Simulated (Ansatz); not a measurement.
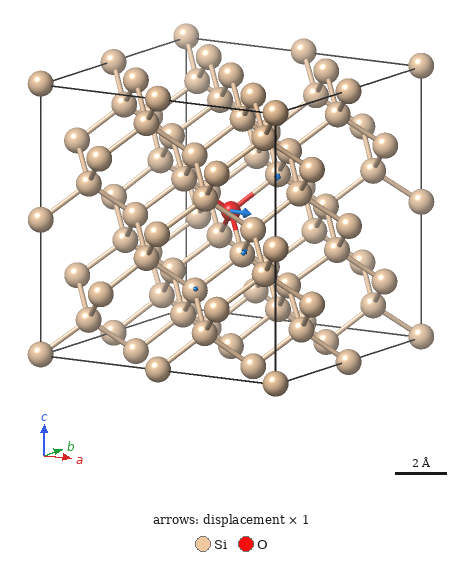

A relaxation of a defect cell of composition Si₆₃O (cell charge −1). The starting structure is drawn; blue arrows show the displacements, at their true length.

Style: ball-and-stick. Shown: the cell of the calculation (origin shifted), from a free direction.

These are results of DFT, PBEsol, PAW, plane waves in Ansatz, not measurements. Set-up: plane-wave cutoff 420 eV; k-point mesh 1 × 1 × 1; mesh shifted by (0.25, 0.25, 0.25); collinear spin; atoms relaxed in a fixed cell; force threshold 0.03 eV/Å; at most 80 steps.

Atoms of which element are displaced furthest, and by how much?

Answer. Oxygen: up to 0.99 Å, against 0.31 Å for silicon.

What happened in the run?

Answer. The largest move is that of the O atom, 0.99 Å along +a. By element the largest moves are O 0.99 Å, Si 0.31 Å. The lattice vectors keep their values. Among the contacts that change: O–Si 2.353 → 1.688 Å, O–Si 2.351 → 2.941 Å, O–Si 2.369 → 2.939 Å, Si–Si 2.297 → 2.434 Å. Bond angles that change, for instance: Si–Si–Si 111.0° → 104.0°, Si–Si–Si 110.2° → 103.1°, Si–Si–Si 109.1° → 103.1°. After 12 geometry steps the energy has fallen by 2.041 eV per cell of the calculation. Largest force component: 1.3 eV/Å at the start, 0.013 eV/Å at the end.

Limits of the set-up: the cell is charged, on a uniform background, and energies carry no finite-size correction.
